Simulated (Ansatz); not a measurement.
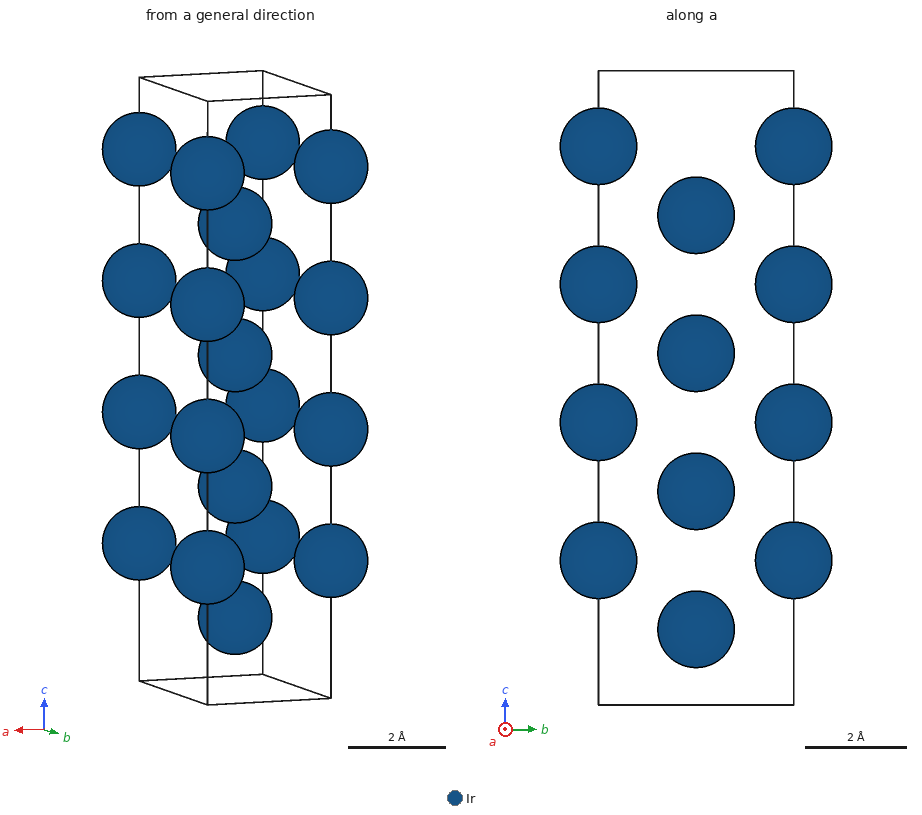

A spheres-only rendering, viewed from a general direction and along the a axis. Thin lines show the conventional unit cell, with boundary atoms drawn in all their periodic places.

Lattice: a = 2.737 Å, b = 3.871 Å, c = 12.579 Å, α = 90.00°, β = 90.00°, γ = 90.00°.

**What is the number of atoms per cell?**

8 (iridium), counting shared atoms by their share.

**Name the space group.**

Pmmn (No. 59), with Ir on 2a, Ir on 2a, Ir on 2a and Ir on 2a.

Origin of the cell: the standard structure of this element; a slab was cut from it. Earlier steps of the study, as a rule a relaxation of our own, may have changed the cell and positions, so they can lie some per cent off the listed ones. A calculation with Ansatz used it as input.

At this level of theory the run's own cell isn't at rest (forces up to 0.7 eV/Å), so its distances can differ from those at equilibrium, the more so the softer the solid.
